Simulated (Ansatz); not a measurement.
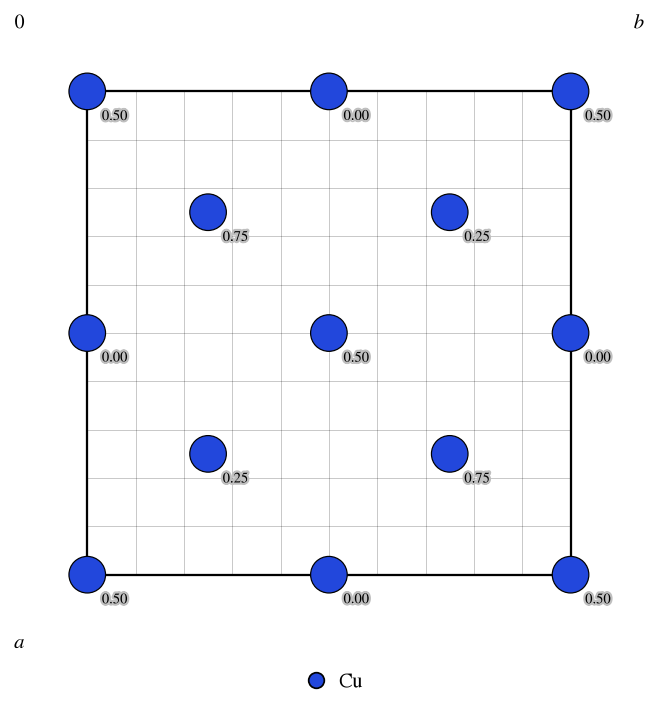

Plan of a unit cell projected along c (a down the page, b across); the numbers are heights as fractions of c, and atoms on the cell's edges are repeated. The grid marks tenths of a and b. Source: the end point of a relaxation with DFT, revPBE, plane waves (420 eV) with PAW, scalar-relativistic in Ansatz 0.2.0; the starting structure was generated, so it need not be a known form of this composition. All values are computed from the atomic coordinates in the standard setting (tolerance 0.002 Å).

a = 5.418 Å, b = 5.418 Å, c = 5.418 Å, α = 90.00°, β = 90.00°, γ = 90.00°.

What does the cell contain?

8 Cu: Cu, Z = 8.

Give the fractional coordinates of all atoms, to two places.

| atom | x | y | z |
| --- | --- | --- | --- |
| Cu | 0.75 | 0.75 | 0.75 |
| Cu | 0.00 | 0.50 | 0.00 |
| Cu | 0.75 | 0.25 | 0.25 |
| Cu | 0.00 | 0.00 | 0.50 |
| Cu | 0.25 | 0.75 | 0.25 |
| Cu | 0.50 | 0.50 | 0.50 |
| Cu | 0.25 | 0.25 | 0.75 |
| Cu | 0.50 | 0.00 | 0.00 |
